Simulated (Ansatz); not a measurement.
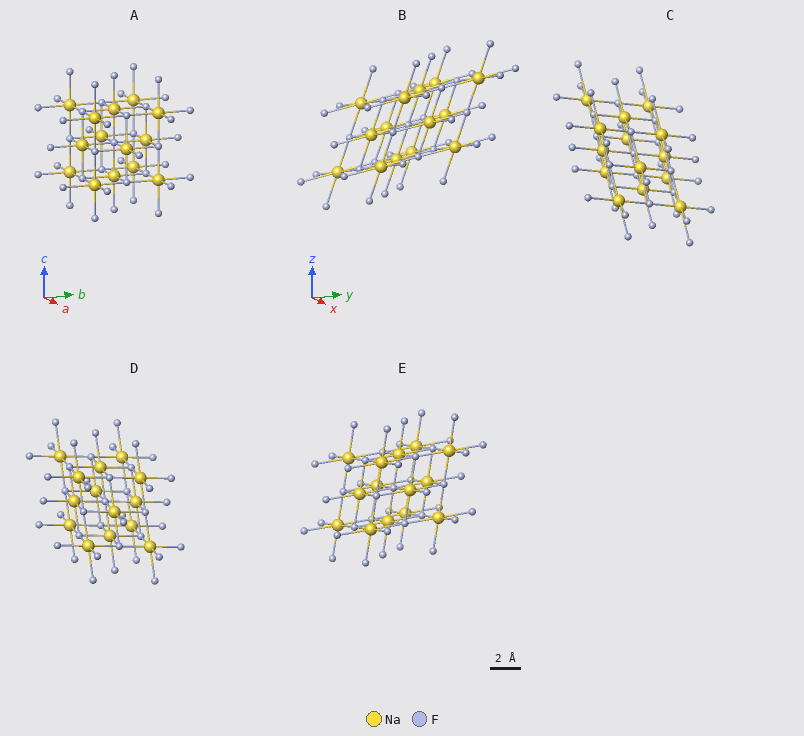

Energy scan for solid NaF (Fm-3m), in which the ratio of the cell's length along [111] to its lengths across, counted as 1 for the reference, is changed at fixed volume (a trigonal path), with the atoms kept at their fractional coordinates. x, y and z are the Cartesian axes of the input. Style: ball-and-stick. Shown: the conventional cell (4 times the calculation's cell), slightly off an axis. Lengths and directions refer to the drawn axes.

Computed with DFT PBEsol, scalar-relativistic, plane waves, PAW (Ansatz 0.2.0). Set-up: plane-wave cutoff 420 eV; k-point mesh 10 × 10 × 10; occupations gaussian; smearing width 0.05 eV; no spin polarisation. Energies (free energies at the smearing named) are counted from the cell as listed in its source, which wasn't relaxed.

### Order these geometries by energy, lowest first.

Lowest first: A (the relative ratio 1.00, 0 meV/atom), D (the relative ratio 0.71, 97 meV/atom), C (the relative ratio 0.50, 166 meV/atom), E (the relative ratio 1.41, 246 meV/atom), B (the relative ratio 2.00, 1337 meV/atom). Over the whole scan: the lowest computed point lies at the relative ratio 1.00 (0 meV/atom). The end points stand at 166 meV/atom (0.50) and 1337 meV/atom (2.00). The distortion takes the space group from Fm-3m to R-3m, except for Pm-3m at 0.50. At the relative ratio 2.00 the cell of the drawing goes a 4.647 → 5.216 Å, b 4.647 → 5.216 Å, c 4.647 → 5.216 Å, α 90.0° → 60.0°, β 90.0° → 60.0°, γ 90.0° → 60.0°. The band gap on the mesh, 6.14 eV in the reference, closes at 2.00.
